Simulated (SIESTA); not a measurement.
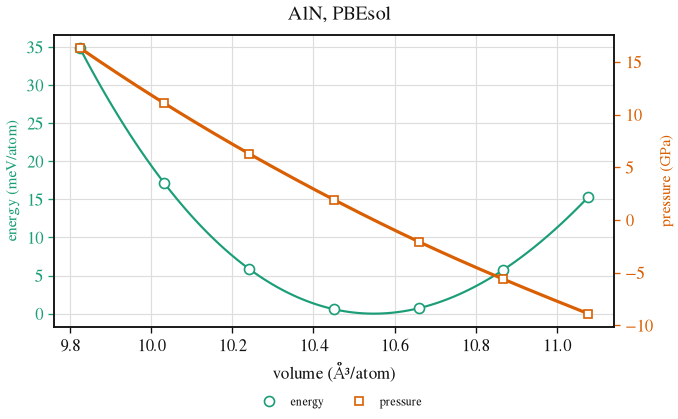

**Figure.** Energy and pressure against volume for AlN, space group P6_3mc (No. 186).

A third-order Birch–Murnaghan fit gives V0 = 10.55 Å³/atom, B0 = 200 GPa and B′ = 3.8. The energy is 34.88 meV/atom at volume 9.82 Å³/atom and 15.31 meV/atom at 11.08 Å³/atom; the lowest computed point is at volume 10.45 Å³/atom (0.57 meV/atom), in a single well. The pressure falls from 16.33 GPa at volume 9.82 Å³/atom to −8.89 GPa at 11.08 Å³/atom, and changes sign near 10.55 Å³/atom.

How it was computed, with SIESTA 5.4.2: DFT in numerical atomic orbitals with pseudopotentials, no spin polarisation; energies at scaled volumes of the given cell, shape and fractions fixed, counted from the fit's minimum, third-order Birch-Murnaghan fit. Level: PBEsol.

```
         setting                                                                     value
          k mesh                                                                   10×10×6
     occupations                                                               Fermi–Dirac
  smearing width                                                                   0.05 eV
      potentials  PseudoDojo 0.4 standard, converted to PSML, two zetas on semicore shells
program settings                                             basis DZP, mesh cutoff 800 Ry
```

The given structure:
```cif
data_structure
_symmetry_space_group_name_H-M 'P 1'
_symmetry_Int_Tables_number 1
_cell_length_a 3.1130
_cell_length_b 3.1130
_cell_length_c 4.9810
_cell_angle_alpha 90.000
_cell_angle_beta 90.000
_cell_angle_gamma 120.000
_cell_volume 41.80
loop_
_atom_site_label
_atom_site_type_symbol
_atom_site_fract_x
_atom_site_fract_y
_atom_site_fract_z
_atom_site_occupancy
Al1 Al 0.66667 0.33333 0.50000 1
Al2 Al 0.33333 0.66667 0.00000 1
N1 N 0.66667 0.33333 0.88000 1
N2 N 0.33333 0.66667 0.38000 1
```

Keep in mind: mulliken charges of long orbitals; shape and atomic fractions are frozen while scaling, which makes layered, chain and framework solids too stiff.
